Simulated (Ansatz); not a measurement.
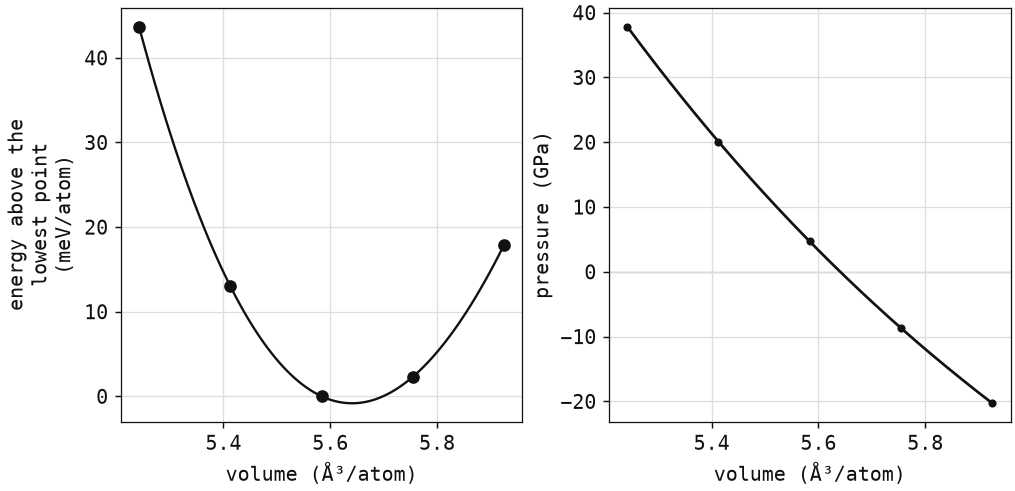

Plotted: energy above the lowest point and pressure against volume for C, space group Fd-3m (No. 227) (one of a set of cubic test structures, which need not be the stable phase).

Method: equation of state of a cubic crystal from periodic Kohn-Sham density functional theory without spin, third-order Birch-Murnaghan fit to the free energies; pressure corrected for the finite basis (Ansatz 0.2.0 development build). Level: r2SCAN.

```
                setting                   value
         structure type                 diamond
          atoms in cell                       2
     space group number                     227
       lattice centring  face-centred primitive
                 k mesh                16×16×16
      occupation method             Fermi–Dirac
       occupation width                  0.1 eV
            wave cutoff                  820 eV
               datasets           hand-made PAW
      density tolerance                1e-09 eV
                  bands                       8
   density cutoff ratio                       4
search for lower states                 default
          xc grid level                       2
```

Give the fitted equation-of-state parameters.

Answer. A third-order Birch–Murnaghan fit gives V0 = 5.64 Å³/atom, B0 = 451 GPa and B′ = 3.7.

How does the pressure vary with volume?

Answer. It falls from 37.8 GPa at volume 5.2419 Å³/atom to −20.3 GPa at 5.9256 Å³/atom, and changes sign near 5.64 Å³/atom.
